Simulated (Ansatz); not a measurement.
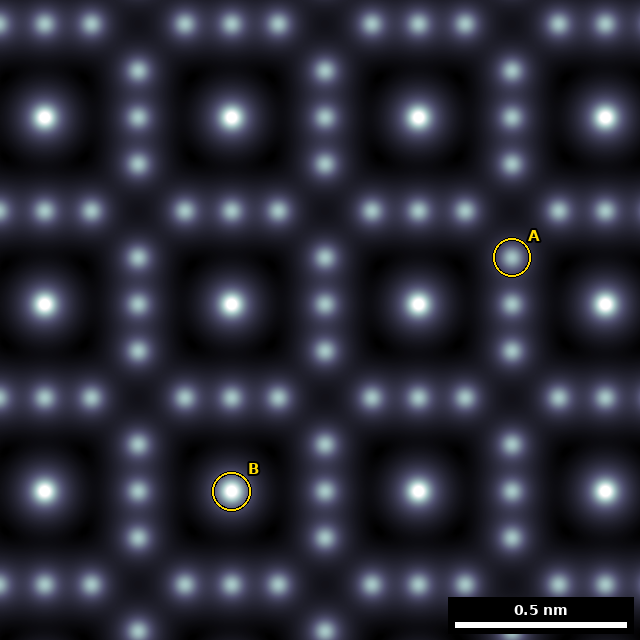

Projected-potential map of Ge (Pm-3n, No. 223) along [001]. Computed as the sum of neutral-atom potentials (tabulated electron scattering factors, B = 0.8 Å²) projected along the beam and smoothed by 0.25 Å; brighter is more positive. The display is stretched by a gamma of 0.6; percentages refer to the linear signal. Atomic positions: the geometry relaxed with Ansatz, DFT, RPBE, plane waves (420 eV) with PAW, scalar-relativistic; the starting structure was generated, so it need not be a known form of this composition.

> What lies under each ring?

A: Ge (1 Ge per 5.47 Å along the beam; about 50 % of the brightest peak). B: Ge (2 Ge per 5.47 Å along the beam; the brightest kind). Brightness is counted from the darkest point of the image.
